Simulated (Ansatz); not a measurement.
## Geometry relaxation of Ni (part 2 of 2)

Ni (1 atom in the cell); DFT PBE, scalar-relativistic, plane waves, PAW, spin-polarised (Ansatz 0.2.0); cutoff 420 eV, 20×20×20 k-mesh, Gaussian smearing of 0.2 eV, collinear spins. The structure derives from an entry of the Crystallography Open Database.

Geometry of the input (Å; fractional positions):
```
0.0000  1.7592  1.7592
1.7592  0.0000  1.7592
1.7592  1.7592  0.0000
Ni 0.0000  0.0000  0.0000
```

## What the program printed, continued
```
relax step   3: F+E_penalty+E_count = -5839.73819773 eV  Δ(F+E_penalty+E_count) = +1.509e-7 eV  max|allowed force component| = 0.000e0 eV/Å  Δτ_max = 0.0000 Å  P = -0.002 GPa  Ω = 10.902 Å³  energy of the carried Pulay correction = -4.487e-6 eV  (8 SCF iters, dr2 threshold 3.19e-8 eV, accepted)
Initial wavefunctions: pseudopotential atomic-orbital guess (no wavefunctions were taken with the density)
iter 1 solved again at ethr=1.30e-7 eV; its pass at ethr=3.10e-3 eV (dr2=2.34e-5 eV) is discarded
SCF iter   1: F=—  HF=-5839.738201 eV  |F-HF|=—  |Δ(HF+E_count)|=         —  Δρ=3.90e-6 (↑1.71e-6 ↓3.90e-6)  dr2=2.13e-9  dr2_m=1.48e-10  M=0.635 μB ∫|m|=0.724 μB  β_m=0.65  ethr=1.30e-7  ⟨swp⟩=2.7  Hψ=52495  notcnv=0
eigensolver tolerance schedule: the retry pair's looser diagonalisation over-reported the residual by 11022.84 of it (diagonalisation noise at 0.86 of the residual, at the tolerance the schedule requests for it); recorded, not acted on — ethr = c·dr2/N_el stays at c = 1.0e-1
preconditioner: auto → none  [metal: Δε(μ)=0.002 eV  Ē_g=16.695 eV  σ=0.200 eV  W_gap=0.01  n_scr=0 (ndim 8)  ℏωp=35.6 eV  f_vac=0.000  D(μ)=1.66/eV (n_scr^D=26)]
SCF iter   2: F=—  HF=-5839.738203 eV  |F-HF|=—  |Δ(HF+E_count)|=   2.24e-6  Δρ=1.53e-6 (↑1.53e-6 ↓9.94e-7)  dr2=2.93e-10  dr2_m=1.12e-11  M=0.635 μB ∫|m|=0.724 μB  β_m=0.46  ethr=1.18e-11  ⟨swp⟩=2.9  Hψ=13864  notcnv=0
SCF iter   3: F=—  HF=-5839.738203 eV  |F-HF|=—  |Δ(HF+E_count)|=  3.64e-12  Δρ=1.58e-6 (↑1.09e-6 ↓1.58e-6)  dr2=4.26e-10  dr2_m=7.32e-12  M=0.635 μB ∫|m|=0.724 μB  β_m=0.39  ethr=1.63e-12  ⟨swp⟩=2.0  Hψ=11710  notcnv=0
SCF iter   4: F=—  HF=-5839.738203 eV  |F-HF|=—  |Δ(HF+E_count)|=  1.39e-10  Δρ=1.99e-7 (↑1.99e-7 ↓1.76e-7)  dr2=7.53e-12  dr2_m=1.75e-13  M=0.635 μB ∫|m|=0.724 μB  β_m=0.53  ethr=1.63e-12  ⟨swp⟩=2.2  Hψ=9306  notcnv=0
SCF iter   5: F=—  HF=-5839.738203 eV  |F-HF|=—  |Δ(HF+E_count)|=  1.82e-11  Δρ=7.38e-8 (↑4.69e-8 ↓7.38e-8)  dr2=2.44e-13  dr2_m=2.95e-13  M=0.635 μB ∫|m|=0.724 μB  β_m=0.77  ethr=4.18e-14 (applied; sched 1.00e-12)  ⟨swp⟩=2.3  Hψ=10435  notcnv=0
SCF iter   6: F=—  HF=-5839.738203 eV  |F-HF|=—  |Δ(HF+E_count)|=  1.00e-11  Δρ=1.52e-7 (↑6.53e-8 ↓1.52e-7)  dr2=2.71e-12  dr2_m=2.09e-13  M=0.635 μB ∫|m|=0.724 μB  β_m=0.88  ethr=2.22e-15 (applied; sched 1.00e-12)  ⟨swp⟩=2.0  Hψ=10692  notcnv=0  recentre
SCF iter   7: F=—  HF=-5839.738203 eV  |F-HF|=—  |Δ(HF+E_count)|=  1.82e-12  Δρ=2.59e-8 (↑2.59e-8 ↓1.13e-8)  dr2=4.62e-14  dr2_m=6.83e-15  M=0.635 μB ∫|m|=0.724 μB  β_m=0.94  ethr=1.51e-14 (applied; sched 1.00e-12)  ⟨swp⟩=2.1  Hψ=10239  notcnv=0
SCF iter   8: F=-5839.738203 eV  HF=-5839.738203 eV  |F-HF|=1.82e-12  |Δ(HF+E_count)|=  9.09e-13  Δρ=2.30e-8 (↑8.61e-9 ↓2.30e-8)  dr2=6.64e-14  dr2_m=6.09e-15  M=0.635 μB ∫|m|=0.724 μB  ethr=1.00e-12  ⟨swp⟩=2.8  Hψ=22097  notcnv=0
SCF 4 converged in 8 iterations: F = -5839.738203 eV  dr2 = 6.64e-14
relax step   4: F+E_penalty+E_count = -5839.73820281 eV  Δ(F+E_penalty+E_count) = -5.077e-6 eV  max|allowed force component| = 0.000e0 eV/Å  Δτ_max = 0.0000 Å  P = -0.004 GPa  Ω = 10.902 Å³  stress off target by 3.64e-3 GPa  SCF on the basis re-selected at this cell (its energy is not comparable with the rows above)  (8 SCF iters)
```

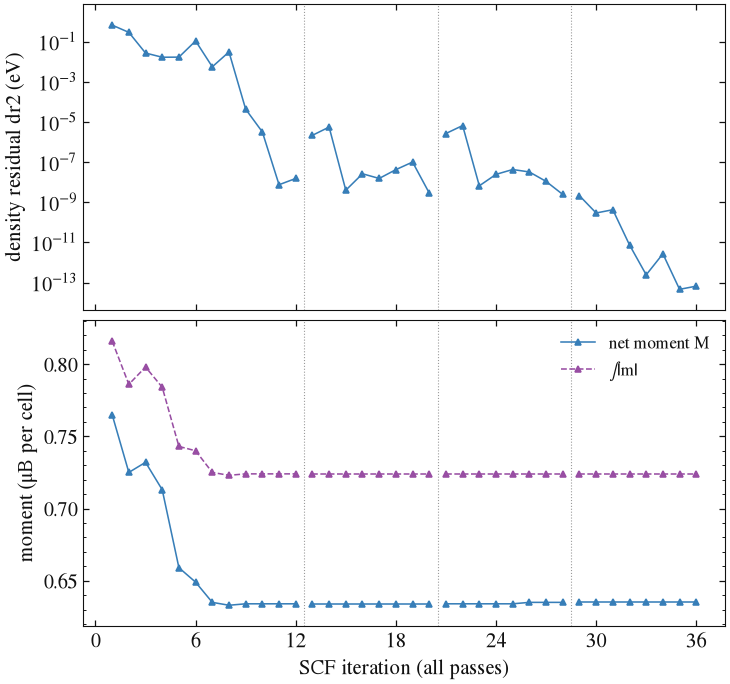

**Figure 1.** Convergence of the self-consistent field: density residual dr2 and magnetic moment against the SCF iteration. The dotted lines part the SCF passes of the relaxation: geometry steps, rejected trials and re-solves on a re-selected basis. The passes take 12, 8, 8 and 8 iterations. The net moment goes from 0.8 to 0.6 μB per cell.

```
basis re-selected at this cell: Δ(F+E_penalty+E_count) = -5.077e-6 eV, ΔP = -0.002 GPa vs the last step (what re-selecting the basis moved, of the pressure what is left beyond the Pulay correction that the steps carried, after the strain that the cell walked since its last selection, with what the two solves' SCF thresholds leave and, on support functions, any second-order correction that the steps lacked; it is no measure of the basis error at this ecutwfc). This SCF's stress stands 3.64e-3 GPa from its target on what of the cell is left free (relax.cell.stress_tol is 1.00e-2 GPa) and its largest allowed force component is 0.00e0 eV/Å (relax.f_tol is 1.00e-3 eV/Å): within both
SCF converged after 8 iterations
Magnetization: 0.6345 μB (9.3173 up, 8.6827 down)
Absolute magnetization: 0.7252 μB (∫|ρ↑−ρ↓|, with the PAW one-centre terms)
Spin contamination: 0.0070 ħ² per cell (⟨S²⟩ above its minimum at these occupations)
Per-site moments (μB) at R_I (Å): [(0.6729897346804559, 1.0266588467925295)]
Free energy (F): -5839.738203 eV
Harris-Foulkes:  -5839.738203 eV  (|F-HF|=1.82e-12)
Internal energy: -5839.705023 eV  (E = F + TS)
E sigma→0 (E₀):  -5839.721613 eV
Entropy (-TS):   -0.033180 eV (-33.180 meV/atom)
Fermi energy:    18.133093 eV
--- Per-component energies (eV) ---
  E_band       = -285.012865
  E_kinetic    = 282.059888
  E_local      = -3440.311883  (includes V_loc(G=0)·N_el)
  E_nonlocal   = 635.564031
  E_hartree    = 1436.017883
  E_xc         = -84.781207
  E_vxc        = -109.324105  (∫ρ·V_xc dr)
  E_paw        = -1629.637830  (= ΣΔE_a)
  E_vpaw       = -525.037131  (= ΣTr[D̂ρ^β])
  E_aug_tail   = 0.000590  (compensation charges beyond the density's cutoff)
  E_ewald      = -3038.616494
  E_smearing   = -0.033180  (= −TS)
  E_closure    = -0.000000  (closes the sum)
  Σ components = -5839.738203   (vs F -5839.738203, Δ=0.00e0)
--- Forces (eV/Å), atoms counted from 1 ---
  atom   1  Ni     0.00000000     0.00000000     0.00000000
  max |Σ_I F_I| component: 5.75e-32 eV/Å
--- Stress (GPa, compression-positive) ---
       -0.003640      -0.000000      -0.000000
       -0.000000      -0.003640       0.000000
       -0.000000       0.000000      -0.003640
  P = ⅓ Tr σ = -0.0036 GPa (-0.036 kbar)
--- Band table (eV; the first three rows and the last of 512) ---
  k-point 0 ↑: bands = ["-85.5327", "-45.7908", "-45.7908", "-45.7908", "9.0256", "15.6841", "15.6841", "15.6841", "16.8635", "16.8635", "41.6114", "45.5650", "45.5650", "45.5650"]
  k-point 1 ↑: bands = ["-85.5319", "-45.7962", "-45.7916", "-45.7916", "9.1235", "15.6584", "15.7064", "15.7064", "16.8539", "16.8539", "41.3146", "44.1596", "45.2843", "45.2843"]
  k-point 2 ↑: bands = ["-85.5295", "-45.8117", "-45.7938", "-45.7938", "9.4139", "15.5874", "15.7665", "15.7665", "16.8315", "16.8315", "39.8808", "42.9219", "44.7350", "44.7350"]
  k-point 255 ↓: bands = ["-84.6418", "-45.1122", "-45.1122", "-45.0494", "14.7278", "15.6458", "15.6458", "17.3768", "18.5391", "25.9708", "25.9708", "28.1966", "29.2432", "48.2248"]
--- Relaxed structure (3 steps of the walk, 3 accepted, 1 SCFs on fresh bases) ---
  F+E_penalty+E_count = -5839.73820281 eV   max|allowed force component| = 0.000e0 eV/Å   (the final SCF, on the basis selected at the relaxed cell)
  cell:  # Å, volume = 10.9016 Å³
    - [-3.296068783779335e-34, 1.7598968061385658, 1.7598968061385658]
    - [1.7598968061385658, -3.2323766333681403e-34, 1.7598968061385658]
    - [1.7598968061385658, 1.7598968061385658, -4.649526980017227e-34]
  atoms:
    - { symbol: Ni, position: [0.0, 0.0, 0.0] }
--- Löwdin populations: 1 site ---
  site symbol       q [e]    m [muB]
     0     Ni     17.7785     0.6646
  spilling = 0.012304 (of n_electrons = 18.000000)
```

## Trajectory as extended XYZ (Å, eV, eV/Å), 4 frames, from step=1 to step=4
```
1
Lattice="0.0000 1.7592 1.7592 1.7592 0.0000 1.7592 1.7592 1.7592 0.0000" Properties=species:S:1:pos:R:3:forces:R:3 step=1 energy=-5839.73819 pressure_GPa=0.22
Ni    0.0000    0.0000    0.0000    0.0000   0.0000   0.0000
1
Lattice="0.0000 1.7596 1.7596 1.7596 0.0000 1.7596 1.7596 1.7596 0.0000" Properties=species:S:1:pos:R:3:forces:R:3 step=2 energy=-5839.73820 pressure_GPa=0.11
Ni    0.0000    0.0000    0.0000    0.0000   0.0000   0.0000
1
Lattice="0.0000 1.7599 1.7599 1.7599 0.0000 1.7599 1.7599 1.7599 0.0000" Properties=species:S:1:pos:R:3:forces:R:3 step=3 energy=-5839.73820 pressure_GPa=-0.00
Ni    0.0000    0.0000    0.0000    0.0000   0.0000   0.0000
1
Lattice="0.0000 1.7599 1.7599 1.7599 0.0000 1.7599 1.7599 1.7599 0.0000" Properties=species:S:1:pos:R:3:forces:R:3 step=4 energy=-5839.73820 pressure_GPa=-0.00
Ni    0.0000    0.0000    0.0000    0.0000   0.0000   0.0000
```

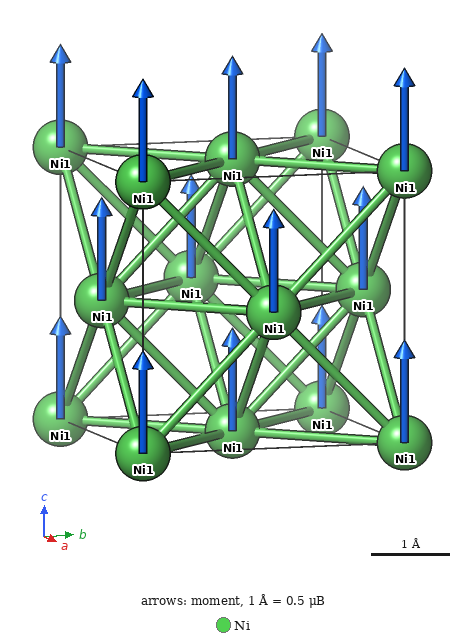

**Figure 2.** Magnetic moments of the sites as blue arrows (ball-and-stick view of the cell 4 times as large as that of the calculation, set on its symmetry axes, seen slightly off an axis; atoms are numbered from 1 in the order of the input); small moments hardly show. The run is collinear, so the axis drawn is arbitrary. Site moments: Ni1 (0.67 μB). They are counted near the atoms and needn't add up to the moment of the cell.

## Key numbers

- outcome: converged
- space group (tolerance 0.01 Å): Fm-3m (225)
- electrons treated: 18
- free energy: −5839.7382 eV
- Fermi energy: 18.133 eV
- gap on the k-point mesh: none (metallic)
- net moment of the cell: 0.63 μB
- integrated absolute moment: 0.73 μB
- pressure: 0.00 GPa
- final volume: 10.90 Å³
- largest force (length of the vector) at the end: under 0.001 eV/Å
- final cell: a = 2.489 Å, b = 2.489 Å, c = 2.489 Å, α = 60.00°, β = 60.00°, γ = 60.00°
- wall time: 35 s
- peak memory: 0.41 GiB

## Remarks

Results for this metal are sensitive to the k-point mesh.
